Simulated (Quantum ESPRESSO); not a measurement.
## SrO (Fm-3m): from the cell to the phonon bands

How does SrO (Fm-3m) vibrate, and is this structure a minimum?

Method: DFT PBE, scalar-relativistic, plane waves, PseudoDojo norm-conserving pseudopotentials, in Quantum ESPRESSO 7.5.

The database entry behind the starting cell differs from later determinations by our own check (about 0.5 % short), so it need not match the best structure at ambient conditions.

## (1) Set-up

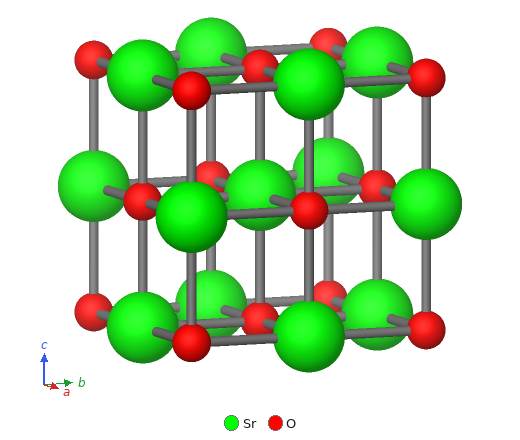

Start, viewed slightly off an axis; strontium green, oxygen red. This picture shows the conventional cell, with its axes. Some periodic images of atoms are drawn too.

## (2) A probe with smearing

A cheap run with smearing and empty bands tells whether the crystal has a gap, which decides between fixed occupations and smearing later on.

The input, probe.in:

```
&CONTROL
  calculation = 'scf'
  prefix      = 'x'
  outdir      = './tmp'
  pseudo_dir  = './pseudo'
  tprnfor     = .true.
  tstress     = .true.
  verbosity   = 'high'
/
&SYSTEM
  ibrav       = 0
  nat         = 2
  ntyp        = 2
  ecutwfc     = 92.0
  occupations = 'smearing'
  smearing    = 'gaussian'
  degauss     = 0.01
/
&ELECTRONS
  conv_thr         = 1.0d-07
  mixing_beta      = 0.7
  electron_maxstep = 100
/
ATOMIC_SPECIES
 Sr     87.6200  Sr.upf
 O      15.9990  O.upf
CELL_PARAMETERS angstrom
    -2.566300000    0.000000000    2.566300000
     0.000000000    2.566300000    2.566300000
    -2.566300000    2.566300000    0.000000000
ATOMIC_POSITIONS crystal
 Sr     0.500000000   0.500000000   0.500000000
 O      0.000000000   0.000000000   0.000000000
K_POINTS automatic
 6 6 6 0 0 0
```

The run is started by

```bash
$ OMP_NUM_THREADS=1 mpirun -n 4 pw.x -nk 4 -in probe.in > probe.out
```

Output:

```text
[banners, grids, parts of the stress and lines that vanish by symmetry left out]
Program PWSCF v.7.5
     Message from routine setup:
     using ibrav=0 with symmetry is DISCOURAGED, use correct ibrav instead
[...]
kinetic-energy cutoff     =      92.0000  Ry
     charge density cutoff     =     368.0000  Ry
     scf convergence threshold =      1.0E-07
[...]
Exchange-correlation= PBE
                           (   1   4   3   4   0   0   0)
[...]
48 Sym. Ops., with inversion, found
[...]
(     0          1          0      )
                  (     0          0          1      )
[...]
(  0.0000000  1.0000000  0.0000000 )
                  ( -0.0000000 -0.0000000  1.0000000 )
[...]
(     1          0         -1      )
                  (     0          0         -1      )
[...]
( -0.0000000 -1.0000000 -0.0000000 )
[...]
(     0          1         -1      )
                  (     0          1          0      )
[...]
( -1.0000000  0.0000000  0.0000000 )
                  (  0.0000000  1.0000000 -0.0000000 )
[...]
number of k points=    16  Gaussian smearing, width (Ry)=  0.0100
[...]
End of self-consistent calculation
[...]
the Fermi energy is     9.2569 ev
!    total energy              =    -101.78264265 Ry
[...]
convergence has been achieved in   8 iterations
[...]
atom    1 type  1   force =    -0.00000000   -0.00000000    0.00000000
     atom    2 type  2   force =    -0.00000000   -0.00000000   -0.00000000
[...]
Total force =     0.000000     Total SCF correction =     0.000000
[...]
total   stress  (Ry/bohr**3)                   (kbar)     P=       30.98
[...]
XML data file, charge density, pseudopotentials, collected wavefunctions

   JOB DONE.
```

Elapsed: 4.2 s, on 4 MPI ranks of Arm Neoverse V1, shared host; 16 s of CPU time.

Read from the output:

| Property | Result |
| --- | --- |
| volume per atom | 16.90 Å³ |
| pressure | 3.098 GPa |
| gap on the k-mesh | 3.319 eV |

A gap of 3.3 eV opens on this mesh, so the crystal is taken as an insulator; the start stands at 3.1 GPa.

## (3) Relaxing the cell and atoms

The relaxation runs at a cutoff a fifth above that of the response, since stress converges more slowly with the basis than frequencies do. Forces and stress are brought to rest with tight thresholds.

The input, relax.in:

```
&CONTROL
  calculation   = 'vc-relax'
  prefix        = 'x'
  outdir        = './tmp'
  pseudo_dir    = './pseudo'
  tprnfor       = .true.
  tstress       = .true.
  forc_conv_thr = 2.0d-05
  etot_conv_thr = 1.0d-07
  nstep         = 40
/
&SYSTEM
  ibrav       = 0
  nat         = 2
  ntyp        = 2
  ecutwfc     = 110
  occupations = 'fixed'
  nbnd        = 10
/
&ELECTRONS
  conv_thr         = 1.0d-11
  mixing_beta      = 0.7
  electron_maxstep = 100
/
&IONS
/
&CELL
  press_conv_thr = 0.2
/
ATOMIC_SPECIES
 Sr     87.6200  Sr.upf
 O      15.9990  O.upf
CELL_PARAMETERS angstrom
    -2.566300000    0.000000000    2.566300000
     0.000000000    2.566300000    2.566300000
    -2.566300000    2.566300000    0.000000000
ATOMIC_POSITIONS crystal
 Sr     0.500000000   0.500000000   0.500000000
 O      0.000000000   0.000000000   0.000000000
K_POINTS automatic
 8 8 8 0 0 0
```

The run is started by

```bash
$ OMP_NUM_THREADS=1 mpirun -n 4 pw.x -nk 4 -in relax.in > relax.out
```

Output:

```text
[banners, grids, parts of the stress and lines that vanish by symmetry left out]
[banner, memory and clock lines left out]
Program PWSCF v.7.5

[...]
kinetic-energy cutoff     =     110.0000  Ry
     charge density cutoff     =     440.0000  Ry
     scf convergence threshold =      1.0E-11
[...]
energy convergence thresh.=      1.0E-07
     force convergence thresh. =      2.0E-05
     press convergence thresh. =      2.0E-01
     Exchange-correlation= PBE
                           (   1   4   3   4   0   0   0)
[...]
48 Sym. Ops., with inversion, found
[...]
number of k points=    29
[...]
End of self-consistent calculation
[...]
highest occupied, lowest unoccupied level (ev):     8.0943   11.4138
!    total energy              =    -101.78266130 Ry
[...]
convergence has been achieved in  13 iterations
[...]
atom    1 type  1   force =     0.00000000    0.00000000    0.00000000
     atom    2 type  2   force =     0.00000000   -0.00000000   -0.00000000
     Total force =     0.000000     Total SCF correction =     0.000000
[...]
total   stress  (Ry/bohr**3)                   (kbar)     P=       31.18
[...]
number of bfgs steps    =   0
[...]
CELL_PARAMETERS (angstrom)
[...]
ATOMIC_POSITIONS (crystal)
Sr               0.5000000000        0.5000000000        0.5000000000
O               -0.0000000000       -0.0000000000       -0.0000000000
[...]
New effective cutoffs (rho, wfc):  435.17  108.82
[...]
End of self-consistent calculation
[...]
highest occupied, lowest unoccupied level (ev):     7.9198   11.2463
!    total energy              =    -101.78324440 Ry
[...]
convergence has been achieved in   8 iterations
[...]
atom    1 type  1   force =    -0.00000000    0.00000000   -0.00000000
     atom    2 type  2   force =     0.00000000    0.00000000    0.00000000
     Total force =     0.000000     Total SCF correction =     0.000000
[...]
total   stress  (Ry/bohr**3)                   (kbar)     P=       16.09
[...]
number of bfgs steps    =   1
[...]
CELL_PARAMETERS (angstrom)
[...]
ATOMIC_POSITIONS (crystal)
Sr               0.5000000000        0.5000000000        0.5000000000
O               -0.0000000000       -0.0000000000       -0.0000000000
[...]
New effective cutoffs (rho, wfc):  430.21  107.58
[...]
End of self-consistent calculation
[...]
highest occupied, lowest unoccupied level (ev):     7.7340   11.0667
!    total energy              =    -101.78347283 Ry
[...]
convergence has been achieved in  11 iterations
[...]
atom    1 type  1   force =    -0.00000000   -0.00000000   -0.00000000
     atom    2 type  2   force =    -0.00000000    0.00000000    0.00000000
     Total force =     0.000000     Total SCF correction =     0.000000
[...]
total   stress  (Ry/bohr**3)                   (kbar)     P=        0.88
[...]
number of bfgs steps    =   2
[...]
CELL_PARAMETERS (angstrom)
[...]
ATOMIC_POSITIONS (crystal)
[...]
New effective cutoffs (rho, wfc):  429.92  107.51
[...]
End of self-consistent calculation
[...]
highest occupied, lowest unoccupied level (ev):     7.7232   11.0563
!    total energy              =    -101.78347356 Ry
[...]
convergence has been achieved in   8 iterations
[...]
atom    1 type  1   force =     0.00000000    0.00000000    0.00000000
     atom    2 type  2   force =     0.00000000    0.00000000    0.00000000
     Total force =     0.000000     Total SCF correction =     0.000000
[...]
total   stress  (Ry/bohr**3)                   (kbar)     P=        0.03
[...]
number of bfgs steps    =   3
[...]
small trust_radius: resetting bfgs history
[...]
CELL_PARAMETERS (angstrom)
[...]
ATOMIC_POSITIONS (crystal)
[...]
New effective cutoffs (rho, wfc):  429.92  107.51
[...]
End of self-consistent calculation
[...]
highest occupied, lowest unoccupied level (ev):     7.7231   11.0562
!    total energy              =    -101.78347356 Ry
[...]
convergence has been achieved in   3 iterations
[...]
atom    1 type  1   force =    -0.00000000   -0.00000000    0.00000000
     atom    2 type  2   force =     0.00000000    0.00000000   -0.00000000
     Total force =     0.000000     Total SCF correction =     0.000000
[...]
total   stress  (Ry/bohr**3)                   (kbar)     P=        0.02
[...]
bfgs converged in   5 scf cycles and   4 bfgs steps
[...]
End of BFGS Geometry Optimization
     Final enthalpy           =    -101.7834735599 Ry
     File ./tmp/x.bfgs deleted, as requested
[...]
CELL_PARAMETERS (angstrom)
[...]
ATOMIC_POSITIONS (crystal)
Sr               0.5000000000        0.5000000000        0.5000000000
O               -0.0000000000        0.0000000000        0.0000000000
[...]
Final scf calculation at the relaxed structure.
[...]
kinetic-energy cutoff     =     110.0000  Ry
     charge density cutoff     =     440.0000  Ry
     scf convergence threshold =      1.0E-13
[...]
press convergence thresh. =      2.0E-01
     Exchange-correlation= PBE
                           (   1   4   3   4   0   0   0)
[...]
48 Sym. Ops., with inversion, found
[...]
number of k points=    29
[...]
c_bands:  1 eigenvalues not converged
     c_bands:  1 eigenvalues not converged
[...]
End of self-consistent calculation
[...]
highest occupied, lowest unoccupied level (ev):     7.7231   11.0562
!    total energy              =    -101.78347578 Ry
[...]
convergence has been achieved in  15 iterations
[...]
atom    1 type  1   force =     0.00000000    0.00000000    0.00000000
     atom    2 type  2   force =     0.00000000    0.00000000   -0.00000000
     Total force =     0.000000     Total SCF correction =     0.000000
[...]
total   stress  (Ry/bohr**3)                   (kbar)     P=        0.01
[...]
XML data file, charge density, pseudopotentials, collected wavefunctions
```

Wall time 46 s (4 MPI ranks).

Relaxation path:

```tsv
step	energy less that of the first step (eV)	largest force (eV/Å)	pressure (GPa)	volume (Å³)
1	0.0000	0.0000	3.12	33.80
2	-0.0079	0.0000	1.61	34.34
3	-0.0110	0.0000	0.09	34.94
4	-0.0111	0.0000	0.00	34.97
5	-0.0111	0.0000	0.00	34.97
6	-0.0111	0.0000	0.00	34.97
```

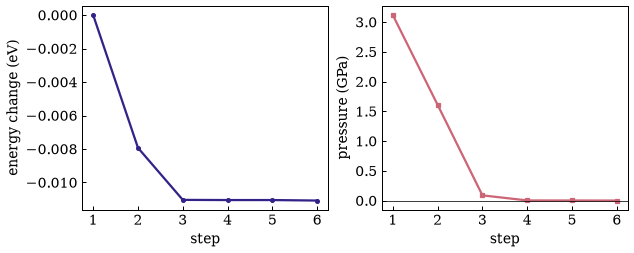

Energy and pressure along the relaxation.

```tsv
conventional cell, symmetrised	before	after	change
a (Å)	5.133	5.191	+1.1 %
b (Å)	5.133	5.191	+1.1 %
c (Å)	5.133	5.191	+1.1 %
volume (Å³/atom)	16.90	17.49	+3.5 %
```

Final coordinates:

```
CELL_PARAMETERS angstrom
-2.59560 0.00000 2.59560
0.00000 2.59560 2.59560
-2.59560 2.59560 0.00000
ATOMIC_POSITIONS crystal
Sr 0.50000 0.50000 0.50000
O 0.00000 0.00000 0.00000
```

The last row of the table of steps is pw.x's closing run on a basis chosen anew for the final cell, so its energy can jump.

This step gave:

| Quantity | Value |
| --- | --- |
| volume per atom | 17.49 Å³ |
| pressure | 0.001 GPa |
| gap on the k-mesh | 3.333 eV |

The volume changes by +3.5 % from the cell with which this run began.

## (4) Self-consistent run for the response

Perturbation theory inherits every error of the wavefunctions, so the threshold is set near the limit of the arithmetic. With a gap, occupations are fixed, which also allows the response to an electric field.

The input, scf.in:

```
&CONTROL
  calculation = 'scf'
  prefix      = 'x'
  outdir      = './tmp'
  pseudo_dir  = './pseudo'
  tprnfor     = .true.
  tstress     = .true.
/
&SYSTEM
  ibrav       = 0
  nat         = 2
  ntyp        = 2
  ecutwfc     = 92.0
  occupations = 'fixed'
  nbnd        = 10
/
&ELECTRONS
  conv_thr         = 1.0d-12
  mixing_beta      = 0.7
  electron_maxstep = 100
/
ATOMIC_SPECIES
 Sr     87.6200  Sr.upf
 O      15.9990  O.upf
CELL_PARAMETERS angstrom
    -2.595598526    0.000000000    2.595598526
     0.000000000    2.595598526    2.595598526
    -2.595598526    2.595598526    0.000000000
ATOMIC_POSITIONS crystal
 Sr     0.500000000   0.500000000   0.500000000
 O      0.000000000   0.000000000   0.000000000
K_POINTS automatic
 8 8 8 0 0 0
```

The run is started by

```bash
$ OMP_NUM_THREADS=1 mpirun -n 4 pw.x -nk 4 -in scf.in > scf.out
```

Output:

```text
[banners, grids, parts of the stress and lines that vanish by symmetry left out]
[banner, memory and clock lines left out]
Program PWSCF v.7.5

[...]
kinetic-energy cutoff     =      92.0000  Ry
     charge density cutoff     =     368.0000  Ry
     scf convergence threshold =      1.0E-12
[...]
Exchange-correlation= PBE
                           (   1   4   3   4   0   0   0)
[...]
48 Sym. Ops., with inversion, found
[...]
number of k points=    29
[...]
End of self-consistent calculation
[...]
highest occupied, lowest unoccupied level (ev):     7.7231   11.0562
!    total energy              =    -101.78346452 Ry
[...]
convergence has been achieved in  13 iterations
[...]
atom    1 type  1   force =     0.00000000    0.00000000    0.00000000
     atom    2 type  2   force =    -0.00000000   -0.00000000    0.00000000
     Total force =     0.000000     Total SCF correction =     0.000000
[...]
total   stress  (Ry/bohr**3)                   (kbar)     P=        0.05
[...]
XML data file, charge density, pseudopotentials, collected wavefunctions
```

It took 9 s on 4 MPI ranks; 36 s of CPU time.

Read from the output:

```
pressure : 0.005 GPa
```

The cell stands at 0.005 GPa, close enough for phonons.

(Part 1 of 5 ends here.)

[Host names and launcher messages were left out of these logs when they were recorded.]

[Logs are printed without paths, hosts, clocks, repeated set-up lines and the standing remarks that a program may print on its own settings, such as how far it seeks lower states.]

[Hosts, paths, dates, database ids (printed as entryN), source tags and the programs' standing remarks are cut or masked in the printed files.]
